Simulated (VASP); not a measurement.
**Sb2S3: geometry relaxation (part 5 of 6)**

Sb2S3 (Pnma, 20 atoms in the cell); Kohn-Sham DFT of a periodic cell, LDA, VASP PAW LDA potentials, recommended, no spin polarisation (VASP 6.6.1); cutoff 600 eV, 4×8×4 k-mesh, Gaussian smearing of 0.03 eV. The structure derives from an entry of the Crystallography Open Database.

Geometry of the input (Å; fractional positions):
```
11.3110  0.0000  0.0000
0.0000  3.8389  0.0000
0.0000  0.0000  11.2230
Sb 0.4706  0.2500  0.3260
Sb 0.0294  0.7500  0.8259
Sb 0.9706  0.2500  0.1740
Sb 0.5294  0.7500  0.6741
Sb 0.3506  0.7500  0.0360
Sb 0.1494  0.2500  0.5360
Sb 0.8506  0.7500  0.4640
Sb 0.6494  0.2500  0.9640
S  0.2921  0.2500  0.1918
S  0.2079  0.7500  0.6918
S  0.7921  0.2500  0.3082
S  0.7079  0.7500  0.8082
S  0.5498  0.7500  0.1230
S  0.9502  0.2500  0.6230
S  0.0498  0.7500  0.3770
S  0.4502  0.2500  0.8770
S  0.3751  0.7500  0.4389
S  0.1249  0.2500  0.9389
S  0.8751  0.7500  0.0611
S  0.6249  0.2500  0.5611
```

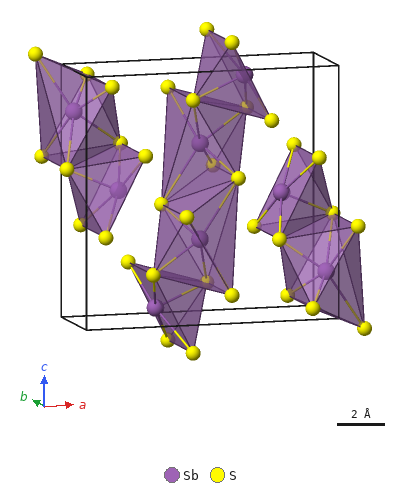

*The geometry at step 4 of the log (polyhedral view of the cell of the calculation, seen slightly off an axis; polyhedra are completed across the faces of the cell).*

Parts of OUTCAR, continued:
```
 k-point     4 :       0.0000    0.1250    0.0000
  band No.  band energies     occupation
      1      -8.4787      2.00000
      2      -8.0941      2.00000
      3      -7.6339      2.00000
      4      -7.5174      2.00000
      5      -7.4603      2.00000
      6      -7.1342      2.00000
      7      -6.5612      2.00000
      8      -6.3593      2.00000
      9      -6.2863      2.00000
     10      -5.9525      2.00000
     11      -5.9487      2.00000
     12      -5.9247      2.00000
     13      -3.1961      2.00000
     14      -2.9329      2.00000
     15      -2.9219      2.00000
     16      -2.2907      2.00000
     17      -2.2740      2.00000
     18      -2.2029      2.00000
     19      -1.1873      2.00000
     20      -0.4504      2.00000
     21       0.9373      2.00000
     22       1.1359      2.00000
     23       1.2550      2.00000
     24       1.5434      2.00000
     25       1.6821      2.00000
     26       1.6849      2.00000
     27       1.8931      2.00000
     28       2.0523      2.00000
     29       2.1569      2.00000
     30       2.4464      2.00000
     31       2.5877      2.00000
     32       2.7650      2.00000
     33       2.9713      2.00000
     34       3.0240      2.00000
     35       3.4953      2.00000
     36       3.5397      2.00000
     37       3.6244      2.00000
     38       3.6478      2.00000
     39       3.6798      2.00000
     40       3.7987      2.00000
     41       3.8846      2.00000
     42       3.9106      2.00000
     43       4.1430      2.00000
     44       4.3910      2.00000
     45       4.3959      2.00000
     46       4.7910      2.00000
     47       4.9155      2.00000
     48       4.9248      2.00000
     49       5.0916      2.00000
     50       5.2175      2.00000
     51       5.4026      2.00000
     52       5.6010      2.00000
     53       5.6519      2.00000
     54       5.6982      2.00000
     55       5.7174      2.00000
     56       5.8824      2.00000
     57       7.2627      0.00000
     58       7.6388      0.00000
     59       7.6646      0.00000
     60       8.0625      0.00000
     61       8.1556      0.00000
     62       8.2603      0.00000
     63       8.4229      0.00000
     64       8.4331      0.00000
     65       8.6284      0.00000
     66       8.8152      0.00000
     67       8.8477      0.00000

 k-point     5 :       0.2500    0.1250    0.0000
  band No.  band energies     occupation
      1      -8.4376      2.00000
      2      -8.1754      2.00000
      3      -7.6048      2.00000
      4      -7.5163      2.00000
      5      -7.4118      2.00000
      6      -7.2172      2.00000
      7      -6.4707      2.00000
      8      -6.3819      2.00000
      9      -6.1986      2.00000
     10      -6.0179      2.00000
     11      -5.9760      2.00000
     12      -5.9378      2.00000
     13      -3.2021      2.00000
     14      -3.1226      2.00000
     15      -2.6720      2.00000
     16      -2.3671      2.00000
     17      -2.2951      2.00000
     18      -2.2653      2.00000
     19      -1.0093      2.00000
     20      -0.4932      2.00000
     21       1.0347      2.00000
     22       1.1514      2.00000
     23       1.3206      2.00000
     24       1.5992      2.00000
     25       1.6510      2.00000
     26       1.7566      2.00000
     27       1.8282      2.00000
     28       2.0467      2.00000
     29       2.1196      2.00000
     30       2.1774      2.00000
     31       2.4560      2.00000
     32       2.6409      2.00000
     33       3.1029      2.00000
     34       3.1242      2.00000
     35       3.3384      2.00000
     36       3.3883      2.00000
     37       3.5090      2.00000
     38       3.5887      2.00000
     39       3.7698      2.00000
     40       3.8868      2.00000
     41       4.0603      2.00000
     42       4.1075      2.00000
     43       4.2062      2.00000
     44       4.4235      2.00000
     45       4.4801      2.00000
     46       4.8232      2.00000
     47       4.8914      2.00000
     48       4.9460      2.00000
     49       5.0747      2.00000
     50       5.2382      2.00000
     51       5.3713      2.00000
     52       5.4507      2.00000
     53       5.5576      2.00000
     54       5.6456      2.00000
     55       5.7573      2.00000
     56       5.8702      2.00000
     57       7.5415      0.00000
     58       7.6022      0.00000
     59       7.6235      0.00000
     60       8.0089      0.00000
     61       8.2131      0.00000
     62       8.2308      0.00000
     63       8.4138      0.00000
     64       8.4346      0.00000
     65       8.4778      0.00000
     66       8.7006      0.00000
     67       8.9427      0.00000

 [... the levels of 18 k-points are left out ...]

 k-point    24 :       0.5000    0.2500    0.2500
  band No.  band energies     occupation
      1      -7.9268      2.00000
      2      -7.9268      2.00000
      3      -7.4331      2.00000
      4      -7.4331      2.00000
      5      -6.7749      2.00000
      6      -6.7749      2.00000
      7      -6.2874      2.00000
      8      -6.2874      2.00000
      9      -6.0413      2.00000
     10      -6.0413      2.00000
     11      -5.8924      2.00000
     12      -5.8924      2.00000
     13      -3.3366      2.00000
     14      -3.3366      2.00000
     15      -2.8930      2.00000
     16      -2.8930      2.00000
     17      -2.1024      2.00000
     18      -2.1024      2.00000
     19      -1.4247      2.00000
     20      -1.4247      2.00000
     21       0.7230      2.00000
     22       0.7230      2.00000
     23       1.0086      2.00000
     24       1.0086      2.00000
     25       1.2615      2.00000
     26       1.2615      2.00000
     27       1.6309      2.00000
     28       1.6309      2.00000
     29       2.0335      2.00000
     30       2.0335      2.00000
     31       2.3217      2.00000
     32       2.3217      2.00000
     33       2.6318      2.00000
     34       2.6318      2.00000
     35       2.7409      2.00000
     36       2.7409      2.00000
     37       3.1183      2.00000
     38       3.1183      2.00000
     39       3.4726      2.00000
     40       3.4726      2.00000
     41       3.8465      2.00000
     42       3.8465      2.00000
     43       4.1375      2.00000
     44       4.1375      2.00000
     45       4.5684      2.00000
     46       4.5684      2.00000
     47       4.7632      2.00000
     48       4.7632      2.00000
     49       4.9478      2.00000
     50       4.9478      2.00000
     51       5.2836      2.00000
     52       5.2836      2.00000
     53       5.4970      2.00000
     54       5.4970      2.00000
     55       5.7219      2.00000
     56       5.7219      2.00000
     57       7.5369      0.00000
     58       7.5369      0.00000
     59       8.1355      0.00000
     60       8.1355      0.00000
     61       8.3820      0.00000
     62       8.3820      0.00000
     63       8.8572      0.00000
     64       8.8572      0.00000
     65       9.1074      0.00000
     66       9.1074      0.00000
     67       9.3297      0.00000

 [... further k-points ...]

------------------------ aborting loop because EDIFF is reached ----------------------------------------

  FORCE on cell =-STRESS in cart. coord.  units (eV):
  Direction    XX          YY          ZZ          XY          YZ          ZX
  --------------------------------------------------------------------------------------
  -------------------------------------------------------------------------------------
  Total       -0.0986342      0.0727808     -0.0135451      0.0000000     -0.0000000      0.0000000
  in kB       -0.3482151      0.2569432     -0.0478191      0.0000000     -0.0000000      0.0000000
  external PRESSURE =      -0.0463636 kB  Pullay stress =       0.0000000 kB

 VOLUME and BASIS-vectors are now :
 -----------------------------------------------------------------------------
  energy-cutoff  :      600.00
  volume of cell :      453.83
      direct lattice vectors                 reciprocal lattice vectors
    11.036042076  0.000000000  0.000000000     0.090612195  0.000000000  0.000000000
     0.000000000  3.809481726  0.000000000     0.000000000  0.262502900  0.000000000
     0.000000000 -0.000000000 10.794716039     0.000000000 -0.000000000  0.092637916

 POSITION                                       TOTAL-FORCE (eV/Angst)
 -----------------------------------------------------------------------------------
      5.28906      0.95237      3.51293         0.006076     -0.000000      0.001159
      0.22896      2.85711      8.91029        -0.006076     -0.000000      0.001159
     10.80708      0.95237      1.88443         0.006076      0.000000     -0.001159
      5.74698      2.85711      7.28178        -0.006076      0.000000     -0.001159
      3.78991      2.85711      0.34703         0.003561     -0.000000      0.008782
      1.72811      0.95237      5.74439        -0.003561     -0.000000      0.008782
      9.30794      2.85711      5.05033         0.003561      0.000000     -0.008782
      7.24613      0.95237     10.44768        -0.003561      0.000000     -0.008782
      3.16952      0.95237      2.08480         0.004978      0.000000     -0.004694
      2.34850      2.85711      7.48216        -0.004978      0.000000     -0.004694
      8.68754      0.95237      3.31256         0.004978     -0.000000      0.004694
      7.86652      2.85711      8.70992        -0.004978     -0.000000      0.004694
      6.06665      2.85711      1.37384         0.000694     -0.000000      0.001411
     10.48741      0.95237      6.77120        -0.000694     -0.000000      0.001411
      0.54863      2.85711      4.02351         0.000694      0.000000     -0.001411
      4.96939      0.95237      9.42087        -0.000694      0.000000     -0.001411
      4.12707      2.85711      4.77138         0.003936      0.000000     -0.002430
      1.39095      0.95237     10.16873        -0.003936      0.000000     -0.002430
      9.64509      2.85711      0.62598         0.003936     -0.000000      0.002430
      6.90897      0.95237      6.02334        -0.003936     -0.000000      0.002430
 -----------------------------------------------------------------------------------
    total drift:                               -0.000000     -0.000000     -0.000000

  FREE ENERGIE OF THE ION-ELECTRON SYSTEM (eV)
  ---------------------------------------------------
  free  energy   TOTEN  =      -100.4464687265 eV

  energy  without entropy=     -100.4464687265  energy(sigma->0) =     -100.44646873

 reached required accuracy - stopping structural energy minimisation
```

CONTCAR:
```
Sb2S3
   1.00000000000000
    11.0360420761817384    0.0000000000000000    0.0000000000000000
     0.0000000000000000    3.8094817256630713    0.0000000000000000
     0.0000000000000000   -0.0000000000000000   10.7947160392390220
  Sb              S
     8    12
Direct
     0.4792531156790151    0.2500000000000000    0.3254306913935782
     0.0207468843209848    0.7500000000000000    0.8254306913935779
     0.9792531156790151    0.2500000000000000    0.1745693086064218
     0.5207468843209849    0.7500000000000000    0.6745693086064221
     0.3434124431435344    0.7500000000000000    0.0321482750662426
     0.1565875568564656    0.2500000000000000    0.5321482750662424
     0.8434124431435343    0.7500000000000000    0.4678517249337573
     0.6565875568564657    0.2500000000000000    0.9678517249337576
     0.2871975191593025    0.2500000000000000    0.1931314405709850
     0.2128024808406976    0.7500000000000000    0.6931314405709850
     0.7871975191593023    0.2500000000000000    0.3068685594290150
     0.7128024808406977    0.7500000000000000    0.8068685594290150
     0.5497127096079092    0.7500000000000000    0.1272700512580824
     0.9502872903920908    0.2500000000000000    0.6272700512580822
     0.0497127096079088    0.7500000000000000    0.3727299487419176
     0.4502872903920911    0.2500000000000000    0.8727299487419178
     0.3739627228055142    0.7500000000000000    0.4420103161824362
     0.1260372771944858    0.2500000000000000    0.9420103161824362
     0.8739627228055142    0.7500000000000000    0.0579896838175637
     0.6260372771944858    0.2500000000000000    0.5579896838175638

  0.00000000E+00  0.00000000E+00  0.00000000E+00
  0.00000000E+00  0.00000000E+00  0.00000000E+00
  0.00000000E+00  0.00000000E+00  0.00000000E+00
  0.00000000E+00  0.00000000E+00  0.00000000E+00
  0.00000000E+00  0.00000000E+00  0.00000000E+00
  0.00000000E+00  0.00000000E+00  0.00000000E+00
  0.00000000E+00  0.00000000E+00  0.00000000E+00
  0.00000000E+00  0.00000000E+00  0.00000000E+00
  0.00000000E+00  0.00000000E+00  0.00000000E+00
  0.00000000E+00  0.00000000E+00  0.00000000E+00
  0.00000000E+00  0.00000000E+00  0.00000000E+00
  0.00000000E+00  0.00000000E+00  0.00000000E+00
  0.00000000E+00  0.00000000E+00  0.00000000E+00
  0.00000000E+00  0.00000000E+00  0.00000000E+00
  0.00000000E+00  0.00000000E+00  0.00000000E+00
  0.00000000E+00  0.00000000E+00  0.00000000E+00
  0.00000000E+00  0.00000000E+00  0.00000000E+00
  0.00000000E+00  0.00000000E+00  0.00000000E+00
  0.00000000E+00  0.00000000E+00  0.00000000E+00
  0.00000000E+00  0.00000000E+00  0.00000000E+00
```

Trajectory as extended XYZ (Å, eV, eV/Å), 11 of the 20 frames kept, from step=0 to step=19:
```
20
Lattice="11.3110 0.0000 0.0000 0.0000 3.8389 0.0000 0.0000 0.0000 11.2230" Properties=species:S:1:pos:R:3:forces:R:3 step=0 energy=-100.16646
Sb    5.3231    0.9597    3.6581    0.1736   0.0000  -0.0850
Sb    0.3324    2.8792    9.2696   -0.1736   0.0000  -0.0850
Sb   10.9786    0.9597    1.9534    0.1736   0.0000   0.0850
Sb    5.9879    2.8792    7.5649   -0.1736   0.0000   0.0850
Sb    3.9655    2.8792    0.4043   -0.0620   0.0000  -0.1123
Sb    1.6900    0.9597    6.0158    0.0620   0.0000  -0.1123
Sb    9.6210    2.8792    5.2072   -0.0620   0.0000   0.1123
Sb    7.3455    0.9597   10.8187    0.0620   0.0000   0.1123
S     3.3044    0.9597    2.1527   -0.0319   0.0000  -0.1344
S     2.3511    2.8792    7.7642    0.0319   0.0000  -0.1344
S     8.9599    0.9597    3.4588   -0.0319   0.0000   0.1344
S     8.0066    2.8792    9.0703    0.0319   0.0000   0.1344
S     6.2188    2.8792    1.3804    0.1332   0.0000   0.0440
S    10.7477    0.9597    6.9919   -0.1332   0.0000   0.0440
S     0.5633    2.8792    4.2311    0.1332   0.0000  -0.0440
S     5.0922    0.9597    9.8426   -0.1332   0.0000  -0.0440
S     4.2428    2.8792    4.9258   -0.0920   0.0000   0.1200
S     1.4127    0.9597   10.5373    0.0920   0.0000   0.1200
S     9.8983    2.8792    0.6857   -0.0920   0.0000  -0.1200
S     7.0682    0.9597    6.2972    0.0920   0.0000  -0.1200
20
Lattice="11.2394 0.0000 0.0000 0.0000 3.7902 0.0000 0.0000 0.0000 11.0658" Properties=species:S:1:pos:R:3:forces:R:3 step=2 energy=-100.27433
Sb    5.2965    0.9476    3.6035    0.3927   0.0000  -0.0951
Sb    0.3232    2.8427    9.1363   -0.3927   0.0000  -0.0951
Sb   10.9162    0.9476    1.9294    0.3927   0.0000   0.0951
Sb    5.9429    2.8427    7.4623   -0.3927   0.0000   0.0951
Sb    3.9379    2.8427    0.3940   -0.2253   0.0000  -0.2792
Sb    1.6818    0.9476    5.9269    0.2253   0.0000  -0.2792
Sb    9.5576    2.8427    5.1388   -0.2253   0.0000   0.2792
Sb    7.3015    0.9476   10.6717    0.2253   0.0000   0.2792
S     3.2822    0.9476    2.1171   -0.2096   0.0000   0.0228
S     2.3375    2.8427    7.6500    0.2096   0.0000   0.0228
S     8.9019    0.9476    3.4158   -0.2096   0.0000  -0.0228
S     7.9572    2.8427    8.9487    0.2096   0.0000  -0.0228
S     6.1849    2.8427    1.3629    0.1795   0.0000   0.1957
S    10.6742    0.9476    6.8958   -0.1795   0.0000   0.1957
S     0.5652    2.8427    4.1700    0.1795   0.0000  -0.1957
S     5.0545    0.9476    9.7029   -0.1795   0.0000  -0.1957
S     4.2121    2.8427    4.8616   -0.2314   0.0000   0.2532
S     1.4076    0.9476   10.3945    0.2314   0.0000   0.2532
S     9.8318    2.8427    0.6713   -0.2314   0.0000  -0.2532
S     7.0273    0.9476    6.2042    0.2314   0.0000  -0.2532
20
Lattice="11.2446 0.0000 0.0000 0.0000 3.7716 0.0000 0.0000 0.0000 10.9365" Properties=species:S:1:pos:R:3:forces:R:3 step=4 energy=-100.36845
Sb    5.3383    0.9429    3.5503    0.0140   0.0000   0.0884
Sb    0.2840    2.8287    9.0186   -0.0140   0.0000   0.0884
Sb   10.9606    0.9429    1.9180    0.0140   0.0000  -0.0884
Sb    5.9064    2.8287    7.3862   -0.0140   0.0000  -0.0884
Sb    3.9186    2.8287    0.3621   -0.0744   0.0000  -0.0730
Sb    1.7037    0.9429    5.8304    0.0744   0.0000  -0.0730
Sb    9.5409    2.8287    5.1061   -0.0744   0.0000   0.0730
Sb    7.3261    0.9429   10.5744    0.0744   0.0000   0.0730
S     3.2650    0.9429    2.0892   -0.0071   0.0000   0.1184
S     2.3573    2.8287    7.5575    0.0071   0.0000   0.1184
S     8.8873    0.9429    3.3791   -0.0071   0.0000  -0.1184
S     7.9796    2.8287    8.8473    0.0071   0.0000  -0.1184
S     6.2078    2.8287    1.3648   -0.1911   0.0000   0.1281
S    10.6592    0.9429    6.8331    0.1911   0.0000   0.1281
S     0.5855    2.8287    4.1035   -0.1911   0.0000  -0.1281
S     5.0369    0.9429    9.5718    0.1911   0.0000  -0.1281
S     4.1913    2.8287    4.8303    0.0217   0.0000   0.0459
S     1.4310    0.9429   10.2986   -0.0217   0.0000   0.0459
S     9.8136    2.8287    0.6380    0.0217   0.0000  -0.0459
S     7.0533    0.9429    6.1063   -0.0217   0.0000  -0.0459
20
Lattice="11.0917 0.0000 0.0000 0.0000 3.8046 -0.0000 0.0000 -0.0000 10.8699" Properties=species:S:1:pos:R:3:forces:R:3 step=6 energy=-100.41707
Sb    5.2845    0.9511    3.5323   -0.0124   0.0000   0.1724
Sb    0.2614    2.8534    8.9672    0.0124   0.0000   0.1724
Sb   10.8303    0.9511    1.9027   -0.0124   0.0000  -0.1724
Sb    5.8072    2.8534    7.3376    0.0124   0.0000  -0.1724
Sb    3.8487    2.8534    0.3406   -0.1611   0.0000   0.0507
Sb    1.6971    0.9511    5.7755    0.1611   0.0000   0.0507
Sb    9.3945    2.8534    5.0944   -0.1611   0.0000  -0.0507
Sb    7.2430    0.9511   10.5293    0.1611   0.0000  -0.0507
S     3.2116    0.9511    2.0865   -0.0847   0.0000  -0.0500
S     2.3342    2.8534    7.5215    0.0847   0.0000  -0.0500
S     8.7574    0.9511    3.3484   -0.0847   0.0000   0.0500
S     7.8801    2.8534    8.7833    0.0847   0.0000   0.0500
S     6.1138    2.8534    1.3769   -0.0286   0.0000   0.0484
S    10.5237    0.9511    6.8119    0.0286   0.0000   0.0484
S     0.5680    2.8534    4.0580   -0.0286   0.0000  -0.0484
S     4.9779    0.9511    9.4929    0.0286   0.0000  -0.0484
S     4.1263    2.8534    4.8168    0.1247   0.0000  -0.1067
S     1.4196    0.9511   10.2517   -0.1247   0.0000  -0.1067
S     9.6721    2.8534    0.6182    0.1247   0.0000   0.1067
S     6.9654    0.9511    6.0531   -0.1247   0.0000   0.1067
20
Lattice="11.0450 0.0000 0.0000 0.0000 3.8049 -0.0000 0.0000 -0.0000 10.8126" Properties=species:S:1:pos:R:3:forces:R:3 step=8 energy=-100.43469
Sb    5.2680    0.9512    3.5283    0.0917   0.0000  -0.0289
Sb    0.2545    2.8536    8.9346   -0.0917   0.0000  -0.0289
Sb   10.7904    0.9512    1.8781    0.0917   0.0000   0.0289
Sb    5.7770    2.8536    7.2844   -0.0917   0.0000   0.0289
Sb    3.8141    2.8536    0.3358   -0.0399   0.0000   0.0351
Sb    1.7083    0.9512    5.7421    0.0399   0.0000   0.0351
Sb    9.3366    2.8536    5.0705   -0.0399   0.0000  -0.0351
Sb    7.2308    0.9512   10.4768    0.0399   0.0000  -0.0351
S     3.1883    0.9512    2.0752   -0.0933   0.0000   0.0050
S     2.3341    2.8536    7.4815    0.0933   0.0000   0.0050
S     8.7108    0.9512    3.3311   -0.0933   0.0000  -0.0050
S     7.8566    2.8536    8.7374    0.0933   0.0000  -0.0050
S     6.0824    2.8536    1.3806   -0.0335   0.0000  -0.0029
S    10.4850    0.9512    6.7870    0.0335   0.0000  -0.0029
S     0.5599    2.8536    4.0257   -0.0335   0.0000   0.0029
S     4.9625    0.9512    9.4320    0.0335   0.0000   0.0029
S     4.1157    2.8536    4.7888    0.0071   0.0000  -0.0151
S     1.4068    0.9512   10.1951   -0.0071   0.0000  -0.0151
S     9.6382    2.8536    0.6175    0.0071   0.0000   0.0151
S     6.9293    0.9512    6.0238   -0.0071   0.0000   0.0151
```
